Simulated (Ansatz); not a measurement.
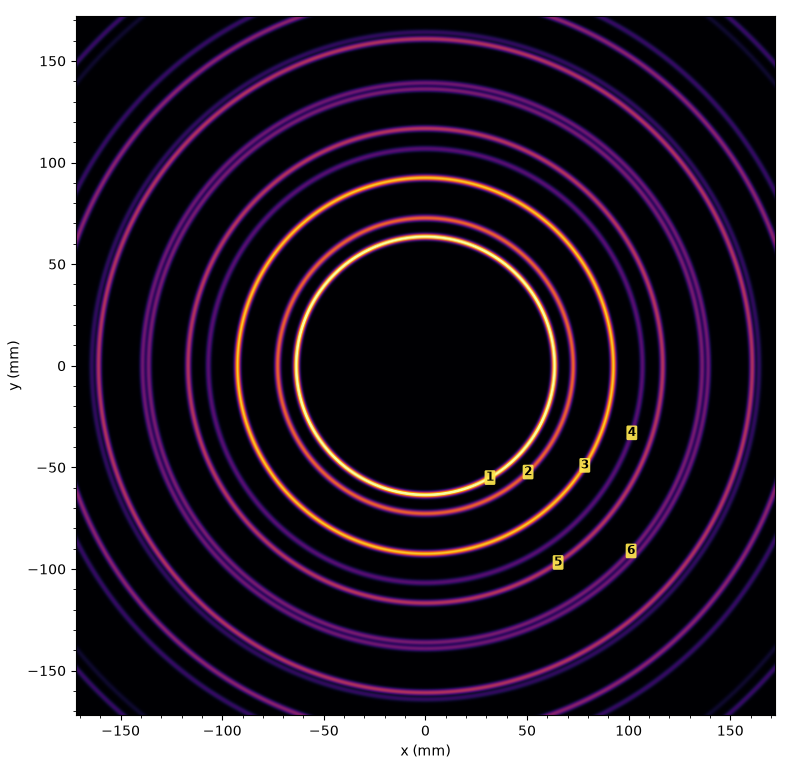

Simulated X-ray powder rings on a flat area detector normal to the beam: λ = 0.7107 Å, sample-to-detector distance 230 mm, axes in mm from the beam centre, for a mixture of two phases. Kinematic intensities with B = 1.0 Å² for all atoms, without absorption; brightness goes as intensity to the power 0.5, clipped at the top. Reflections closer than the ring width show as one ring.

Phase I: Ti (Pm-3m), a = 2.645 Å, b = 2.645 Å, c = 2.645 Å, α = 90.00°, β = 90.00°, γ = 90.00°; the geometry relaxed with Ansatz, DFT, PBE, plane waves (420 eV) with PAW, scalar-relativistic; the starting structure was generated, so it need not be a known form of this composition.
Phase II: Ti (Im-3m), a = 3.296 Å, b = 3.296 Å, c = 3.296 Å, α = 90.00°, β = 90.00°, γ = 90.00°; the end point of a relaxation with DFT, r2SCAN, plane waves (500 eV) with PAW, scalar-relativistic in Ansatz; the starting structure was generated, so it need not be a known form of this composition.
Volume fractions 0.8 and 0.2.

Assign each numbered ring to its phase and index it.

Answer.
```tsv
ring	radius	d (Å)	phase	hkl
1	63.5 mm	2.65	I	100
2	72.7 mm	2.33	II	110
3	92.5 mm	1.870	I	110
4	106.8 mm	1.648	II	200
5	116.7 mm	1.527	I	111
6	136.2 mm	1.345	II	211
```
